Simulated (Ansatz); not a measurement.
**CdF2: phonon calculation (part 1 of 2)**

The run: phonon calculation of CdF2 (3 atoms in the cell). Method and program: DFT PBEsol, scalar-relativistic, plane waves, PAW, no spin polarisation (Ansatz 0.2.0).

The structure derives from an entry of the Crystallography Open Database. It belongs to a series of runs on one base structure; here: phonons by finite displacements. Figures and captions count atoms from 1; the log counts them from 0 in places.

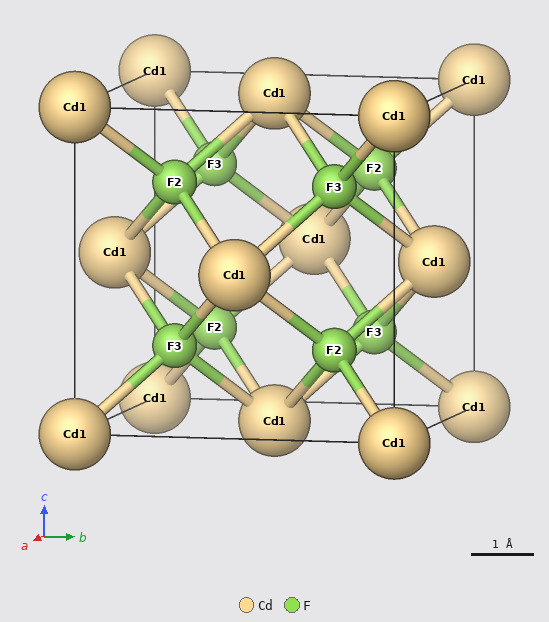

Figure 1. The input geometry (ball-and-stick view of the cell 4 times as large as that of the calculation, set on its symmetry axes, seen slightly off an axis; atoms are numbered from 1 in the order of the input). An atom can appear more than once, as a periodic image. Near neighbours in the periodic cell (some may lie outside the picture): Cd has 8 F at 2.33 Å; F has 4 Cd at 2.33 Å.

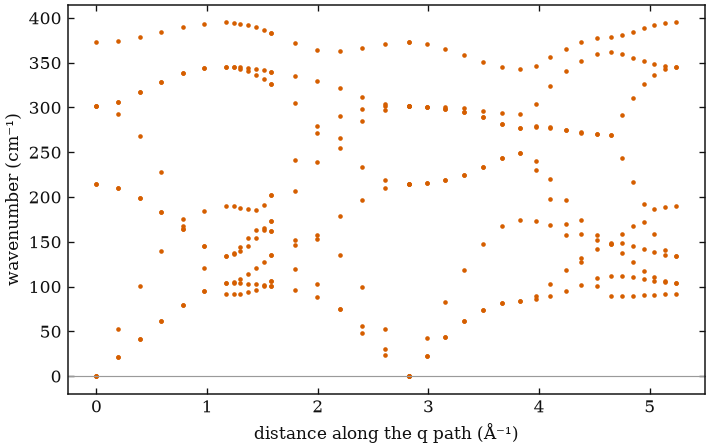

Figure 2. Phonon frequencies along the path of the input (imaginary ones negative). The highest is 395 cm⁻¹; no branch is clearly imaginary on this path.

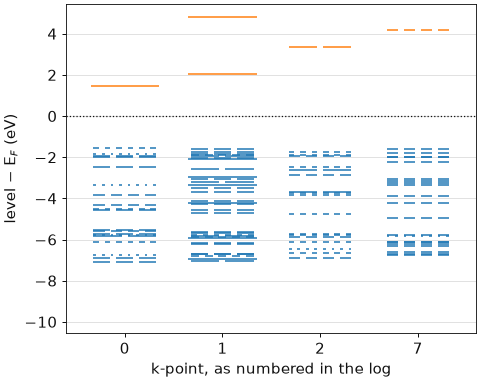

Figure 3. Kohn–Sham levels near the Fermi level (dotted) at the few k-points that the log prints; levels within 0.02 eV of each other stand side by side. Among these points the highest filled and lowest empty levels are 3.03 eV apart; the gap on the full mesh, 2.94 eV, has an edge at a point that isn't printed.

These pictures come from the run below.

The input:
```yaml
crystal:
  lattice:
    - [0.0, 2.6919147743, 2.6919147743]
    - [2.6919147743, 0.0, 2.6919147743]
    - [2.6919147743, 2.6919147743, 0.0]
  atoms:
    - { symbol: Cd, position: [0.0, 0.0, 0.0] }
    - { symbol: F, position: [0.25, 0.25, 0.25] }
    - { symbol: F, position: [0.75, 0.75, 0.75] }
basis:
  ecutwfc: 420
  ecutrho_ratio: 4
kpoints:
  mp_grid: { grid: [8, 8, 8] }
hamiltonian:
  xc: pbesol
scf:
  occupations: { method: gaussian, width: 0.05 }
output: {}
phonons:
  method: fd
  supercell: [2, 2, 2]
  qpath:
    path:
      - [[0.0, 0.0, 0.0], [0.5, 0.0, 0.5], [0.625, 0.25, 0.625]]
      - [[0.375, 0.375, 0.75], [0.0, 0.0, 0.0], [0.5, 0.5, 0.5], [0.5, 0.25, 0.75], [0.5, 0.0, 0.5]]
    npoints: 6
  temperatures: { t_min: 0, t_max: 1000, t_step: 100 }
```

Launch command:
```bash
ansatz run input.yaml --threads 4 --pin off --max-ram 7168MiB --backend cpu --events-out ev --progress --plain --runs-dir out
```

What the program printed:
```
Warning: phonons: the dynamical matrix that this run interpolates holds no multipole term above the dipole-dipole one, and a site of this crystal is no centre of inversion, so its interpolated transverse optical and acoustic branches and sound speeds can stay off near Gamma, and the density of states and the thermodynamics with them. What a run solves at a wave vector of phonons.qpoints, Gamma apart, where the deck admits one, is free of this, and under fd what a larger phonons.supercell samples
Engine: ansatz 0.2.0, aarch64-unknown-linux-gnu
Pseudopotentials: kind: paw
Pseudopotential: Cd, paw, valence charge 20, recommended cutoff 420 eV (normal), Cd.paw.azcp
Pseudopotential: F, paw, valence charge 7, recommended cutoff 420 eV (normal), F.paw.azcp
Functional definition: PBEsol
  exchange = pbesol_x
  correlation = pbesol_c
Crystal: 24 atoms, lattice volume = 312.107 Å³
Basis set: ecut = 420 eV, 6081 PW (Γ), exchange–correlation on 108×108×108 points (8 copies of the dense FFT grid, shifted against one another)
Bands: 151, of which v1, the nominal top of the filled ones, is band 136 counted from 1 (135 counted from 0)
Symmetry: 384 space group operations
k-points: 8 of 64
Non-local potential: Cd, projectors of the file, l = 0: 3, l = 1: 2, l = 2: 2, l = 3: 1
Non-local potential: F, projectors of the file, l = 0: 2, l = 1: 2, l = 2: 1
PAW form: soft (Blöchl's): semilocal exchange-correlation on the pseudo side does not see the compensation charge
PAW frozen core: Cd, regenerated for the run's functional, and the local potential with it (the file was generated under x = pbe(κ = 0.804, μ = 0.2195149727645171), c = pbe(β = 0.06672455060314922))
PAW frozen core: F, regenerated for the run's functional, and the local potential with it (the file was generated under x = pbe(κ = 0.804, μ = 0.2195149727645171), c = pbe(β = 0.06672455060314922))
PAW one-centre angular grid: Cd, 590 points (default); XC on 64 Gauss nodes
PAW one-centre angular grid: F, 110 points (default); XC on 64 Gauss nodes
Initial density: handed on by an earlier stage of this run
Initial wavefunctions: those handed on with the density
Functional: x = pbesol(κ = 0.804, μ = 0.12345679012345678), c = pbesol(β = 0.046)
SCF iter   1: F=—  HF=-78286.909463 eV  |F-HF|=—  |Δ(HF+E_count)|=         —  Δρ=8.17e-8  dr2=1.29e-11  ethr=1.00e-12  ⟨swp⟩=3.0  Hψ=3319  notcnv=0
preconditioner: auto → Resta (q_TF=auto, 2.666 Å⁻¹)  ε∞=5.8  [insulator: Δε(μ)=2.944 eV  Ē_g=13.831 eV  σ=0.050 eV  W_gap=1.00  n_scr=112 (ndim 8)  ℏωp=30.3 eV  f_vac=0.125  D(μ)=0.00/eV (n_scr^D=0)  ε∞_Penn≈5.8]
SCF iter   2: F=-78286.909463 eV  HF=-78286.909463 eV  |F-HF|=8.73e-11  |Δ(HF+E_count)|=  1.46e-11  Δρ=5.19e-8  dr2=6.53e-12  ethr=1.00e-12  ⟨swp⟩=3.0  Hψ=2983  notcnv=0
SCF 1 converged in 2 iterations: F = -78286.909463 eV  dr2 = 6.53e-12
  greatest PAW one-centre occupation: 1.000 electrons in one spin orbital (limit 2), on the Cd atom at site 21 (counted from 0), in its partial waves of l = 1
Crystal: 3 atoms, lattice volume = 39.013 Å³
Basis set: ecut = 420 eV, 749 PW (Γ), exchange–correlation on 54×54×54 points (8 copies of the dense FFT grid, shifted against one another)
Bands: 21, of which v1, the nominal top of the filled ones, is band 17 counted from 1 (16 counted from 0)
Symmetry: 48 space group operations
k-points: 29 of 512
Initial density: read from a saved state, or passed on in memory by an earlier SCF of this step, an earlier step, the calling program or the single point that the run made first
Initial wavefunctions: pseudopotential atomic-orbital guess
iter 1 solved again at ethr=1.46e-8 eV; its pass at ethr=3.10e-3 eV (dr2=4.97e-6 eV) is discarded
SCF iter   1: F=—  HF=-9785.863640 eV  |F-HF|=—  |Δ(HF+E_count)|=         —  Δρ=2.96e-6  dr2=1.54e-9  ethr=1.46e-8  ⟨swp⟩=3.0  Hψ=4159  notcnv=0
preconditioner: auto → none  [insulator: Δε(μ)=2.944 eV  Ē_g=16.412 eV  σ=0.050 eV  W_gap=1.00  n_scr=14 (ndim 8)  ℏωp=30.3 eV  f_vac=0.125  D(μ)=0.00/eV (n_scr^D=0)  ε∞_Penn≈4.4]
SCF iter   2: F=-9785.863683 eV  HF=-9785.863683 eV  |F-HF|=1.07e-9  |Δ(HF+E_count)|=   4.24e-5  Δρ=2.67e-6  dr2=1.69e-9  ethr=4.52e-12  ⟨swp⟩=5.0  Hψ=2175  notcnv=0
SCF 2 converged in 2 iterations: F = -9785.863683 eV  dr2 = 1.69e-9
  greatest PAW one-centre occupation: 1.000 electrons in one spin orbital (limit 2), on the Cd atom at site 0 (counted from 0), in its partial waves of l = 1
k-points: 59 of 512 (irreducible under 8 space group operations, time reversal used)
iter 1 solved again at ethr=1.57e-8 eV; its pass at ethr=3.10e-3 eV (dr2=5.34e-6 eV) is discarded
SCF iter   1: F=—  HF=-9785.863693 eV  |F-HF|=—  |Δ(HF+E_count)|=         —  Δρ=2.70e-6  dr2=1.67e-9  ethr=1.57e-8  ⟨swp⟩=3.0  Hψ=7961  notcnv=0  defer=116
preconditioner: auto → none  [insulator: Δε(μ)=2.944 eV  Ē_g=16.412 eV  n_scr=14 (ndim 8)  ℏωp=30.3 eV  f_vac=0.125  ε∞_Penn≈4.4]
SCF iter   2: F=—  HF=-9785.863683 eV  |F-HF|=—  |Δ(HF+E_count)|=   1.05e-5  Δρ=1.40e-6  dr2=3.39e-10  ethr=4.91e-12  ⟨swp⟩=2.1  Hψ=2146  notcnv=0  defer=31
SCF iter   3: F=-9785.863683 eV  HF=-9785.863683 eV  |F-HF|=3.09e-11  |Δ(HF+E_count)|=  5.64e-11  Δρ=4.39e-7  dr2=2.16e-11  ethr=1.00e-12  ⟨swp⟩=5.1  Hψ=3569  notcnv=0
SCF 3 converged in 3 iterations: F = -9785.863683 eV  dr2 = 2.16e-11
DFPT response loops at Γ: preconditioner auto → none (the input reference at scf.mixing.eps_inf says where Resta's filter doesn't serve); β = 0.50; Broyden in place of MSR1
Symmetry: 8 space group operations
k-points: 13 of 64 (time reversal used)
iter 1 solved again at ethr=4.53e-9 eV; its pass at ethr=3.10e-3 eV (dr2=1.23e-5 eV) is discarded
SCF iter   1: F=—  HF=-78286.909144 eV  |F-HF|=—  |Δ(HF+E_count)|=         —  Δρ=2.10e-4  dr2=1.13e-4  ethr=4.53e-9  ⟨swp⟩=3.0  Hψ=8640  notcnv=0  defer=21
eigensolver tolerance schedule calibrated: the retry pair's looser diagonalisation under-reported the residual by θ = 0.89 (0.15/decade); ethr = c·dr2/N_el runs at the constant in force after the calibration composes with the one it found (an armed cap, an earlier calibration), c = 4.3e-2
SCF iter   2: F=—  HF=-78286.909108 eV  |F-HF|=—  |Δ(HF+E_count)|=   3.67e-5  Δρ=9.90e-5  dr2=2.40e-5  ethr=4.53e-9  ⟨swp⟩=2.2  Hψ=3535  notcnv=0  defer=21
SCF iter   3: F=—  HF=-78286.909438 eV  |F-HF|=—  |Δ(HF+E_count)|=   3.31e-4  Δρ=1.79e-5  dr2=3.01e-7  ethr=3.78e-9  ⟨swp⟩=2.1  Hψ=3569  notcnv=0  defer=21
SCF iter   4: F=—  HF=-78286.909439 eV  |F-HF|=—  |Δ(HF+E_count)|=   2.13e-7  Δρ=1.19e-5  dr2=2.46e-7  ethr=4.76e-11  ⟨swp⟩=2.3  Hψ=3547  notcnv=0  defer=21
SCF iter   5: F=—  HF=-78286.909439 eV  |F-HF|=—  |Δ(HF+E_count)|=   6.55e-8  Δρ=7.69e-7  dr2=2.73e-9  ethr=3.89e-11  ⟨swp⟩=2.0  Hψ=3224  notcnv=0  defer=21
SCF iter   6: F=—  HF=-78286.909439 eV  |F-HF|=—  |Δ(HF+E_count)|=   2.05e-9  Δρ=4.25e-7  dr2=7.39e-10  ethr=1.00e-12  ⟨swp⟩=2.0  Hψ=3485  notcnv=0  defer=21
SCF iter   7: F=—  HF=-78286.909439 eV  |F-HF|=—  |Δ(HF+E_count)|=  3.49e-10  Δρ=2.91e-7  dr2=2.01e-10  ethr=1.00e-12  ⟨swp⟩=2.0  Hψ=2659  notcnv=0  defer=21
SCF iter   8: F=—  HF=-78286.909439 eV  |F-HF|=—  |Δ(HF+E_count)|=  1.46e-11  Δρ=8.63e-8  dr2=2.33e-11  ethr=1.00e-12  ⟨swp⟩=1.0  Hψ=1872  notcnv=0  defer=21
SCF iter   9: F=-78286.909439 eV  HF=-78286.909439 eV  |F-HF|=0.00e0  |Δ(HF+E_count)|=  1.46e-11  Δρ=3.18e-8  dr2=3.25e-12  ethr=1.00e-12  ⟨swp⟩=5.0  Hψ=8029  notcnv=0
SCF 4 converged in 9 iterations: F = -78286.909439 eV  dr2 = 3.25e-12
Symmetry: 4 space group operations
k-points: 18 of 64 (time reversal used)
iter 1 solved again at ethr=1.17e-8 eV; its pass at ethr=3.10e-3 eV (dr2=3.18e-5 eV) is discarded
SCF iter   1: F=—  HF=-78286.909252 eV  |F-HF|=—  |Δ(HF+E_count)|=         —  Δρ=1.18e-4  dr2=1.82e-5  ethr=1.17e-8  ⟨swp⟩=2.0  Hψ=9763  notcnv=0  defer=33
preconditioner: auto → Resta (q_TF=auto, 2.666 Å⁻¹)  ε∞=5.8  [insulator: Δε(μ)=2.943 eV  Ē_g=13.831 eV  σ=0.050 eV  W_gap=1.00  n_scr=112 (ndim 8)  ℏωp=30.3 eV  f_vac=0.125  D(μ)=0.00/eV (n_scr^D=0)  ε∞_Penn≈5.8]
SCF iter   2: F=—  HF=-78286.909448 eV  |F-HF|=—  |Δ(HF+E_count)|=   1.96e-4  Δρ=5.39e-5  dr2=4.12e-6  ethr=6.70e-9  ⟨swp⟩=2.0  Hψ=4049  notcnv=0  defer=33
SCF iter   3: F=—  HF=-78286.909447 eV  |F-HF|=—  |Δ(HF+E_count)|=   1.55e-6  Δρ=9.13e-6  dr2=1.15e-7  ethr=1.52e-9  ⟨swp⟩=2.0  Hψ=4460  notcnv=0  defer=33
SCF iter   4: F=—  HF=-78286.909447 eV  |F-HF|=—  |Δ(HF+E_count)|=   1.12e-8  Δρ=3.90e-6  dr2=2.35e-8  ethr=4.22e-11  ⟨swp⟩=2.0  Hψ=4463  notcnv=0  defer=33
SCF iter   5: F=—  HF=-78286.909447 eV  |F-HF|=—  |Δ(HF+E_count)|=   2.23e-9  Δρ=1.57e-6  dr2=4.87e-9  ethr=8.64e-12  ⟨swp⟩=2.0  Hψ=3331  notcnv=0  defer=33
SCF iter   6: F=—  HF=-78286.909447 eV  |F-HF|=—  |Δ(HF+E_count)|=  1.75e-10  Δρ=4.59e-7  dr2=7.44e-10  ethr=1.79e-12  ⟨swp⟩=2.1  Hψ=3928  notcnv=0  defer=33
SCF iter   7: F=—  HF=-78286.909447 eV  |F-HF|=—  |Δ(HF+E_count)|=  1.46e-10  Δρ=1.90e-7  dr2=1.25e-10  ethr=1.00e-12  ⟨swp⟩=2.0  Hψ=2989  notcnv=0  defer=33
SCF iter   8: F=—  HF=-78286.909447 eV  |F-HF|=—  |Δ(HF+E_count)|=  8.73e-11  Δρ=8.16e-8  dr2=1.73e-11  ethr=1.00e-12  ⟨swp⟩=1.0  Hψ=2592  notcnv=0  defer=33
SCF iter   9: F=-78286.909447 eV  HF=-78286.909447 eV  |F-HF|=4.37e-11  |Δ(HF+E_count)|=  2.91e-11  Δρ=2.67e-8  dr2=2.41e-12  ethr=1.00e-12  ⟨swp⟩=5.0  Hψ=10796  notcnv=0
SCF 5 converged in 9 iterations: F = -78286.909447 eV  dr2 = 2.41e-12
  greatest PAW one-centre occupation: 1.000 electrons in one spin orbital (limit 2), on the Cd atom at site 6 (counted from 0), in its partial waves of l = 1
the harmonic batch is solved at displacements of 0.00125 Å and a dr2 threshold of 1.6e-11 eV too, to whose constants those of 0.0025 Å and 6.3e-11 eV are held (scf.occupations.method, Limitations)
SCF iter   1: F=—  HF=-78286.909463 eV  |F-HF|=—  |Δ(HF+E_count)|=         —  Δρ=8.17e-8  dr2=1.29e-11  ethr=1.00e-12  ⟨swp⟩=3.0  Hψ=3319  notcnv=0
SCF iter   2: F=-78286.909463 eV  HF=-78286.909463 eV  |F-HF|=5.82e-11  |Δ(HF+E_count)|=  4.37e-11  Δρ=5.19e-8  dr2=6.53e-12  ethr=1.00e-12  ⟨swp⟩=5.0  Hψ=4338  notcnv=0
SCF 6 converged in 2 iterations: F = -78286.909463 eV  dr2 = 6.53e-12
Initial wavefunctions: pseudopotential atomic-orbital guess (no wavefunctions were taken with the density)
iter 1 solved again at ethr=8.55e-8 eV; its pass at ethr=3.10e-3 eV (dr2=2.33e-4 eV) is discarded
SCF iter   1: F=—  HF=-78286.909285 eV  |F-HF|=—  |Δ(HF+E_count)|=         —  Δρ=1.05e-4  dr2=2.82e-5  ethr=8.55e-8  ⟨swp⟩=3.0  Hψ=11693  notcnv=0
SCF iter   2: F=—  HF=-78286.909582 eV  |F-HF|=—  |Δ(HF+E_count)|=   2.97e-4  Δρ=4.97e-5  dr2=6.07e-6  ethr=1.04e-8  ⟨swp⟩=2.0  Hψ=2545  notcnv=0
SCF iter   3: F=—  HF=-78286.909457 eV  |F-HF|=—  |Δ(HF+E_count)|=   1.25e-4  Δρ=9.25e-6  dr2=8.22e-8  ethr=2.23e-9  ⟨swp⟩=2.3  Hψ=3372  notcnv=0
SCF iter   4: F=—  HF=-78286.909457 eV  |F-HF|=—  |Δ(HF+E_count)|=   4.91e-8  Δρ=6.29e-6  dr2=6.70e-8  ethr=3.02e-11  ⟨swp⟩=2.0  Hψ=3568  notcnv=0
SCF iter   5: F=—  HF=-78286.909457 eV  |F-HF|=—  |Δ(HF+E_count)|=   1.82e-8  Δρ=5.15e-7  dr2=1.05e-9  ethr=2.46e-11  ⟨swp⟩=2.0  Hψ=3309  notcnv=0
SCF iter   6: F=—  HF=-78286.909457 eV  |F-HF|=—  |Δ(HF+E_count)|=  2.18e-10  Δρ=2.55e-7  dr2=2.58e-10  ethr=1.00e-12  ⟨swp⟩=2.3  Hψ=2928  notcnv=0
SCF iter   7: F=—  HF=-78286.909457 eV  |F-HF|=—  |Δ(HF+E_count)|=  1.31e-10  Δρ=1.45e-7  dr2=6.78e-11  ethr=1.00e-12  ⟨swp⟩=1.0  Hψ=1963  notcnv=0
SCF iter   8: F=—  HF=-78286.909457 eV  |F-HF|=—  |Δ(HF+E_count)|=  4.37e-11  Δρ=5.77e-8  dr2=9.76e-12  ethr=1.00e-12  ⟨swp⟩=1.0  Hψ=1963  notcnv=0
SCF iter   9: F=-78286.909457 eV  HF=-78286.909457 eV  |F-HF|=1.46e-11  |Δ(HF+E_count)|=    0.00e0  Δρ=1.65e-8  dr2=1.02e-12  ethr=1.00e-12  ⟨swp⟩=4.9  Hψ=7063  notcnv=0
SCF 7 converged in 9 iterations: F = -78286.909457 eV  dr2 = 1.02e-12
iter 1 solved again at ethr=7.23e-8 eV; its pass at ethr=3.10e-3 eV (dr2=1.97e-4 eV) is discarded
```
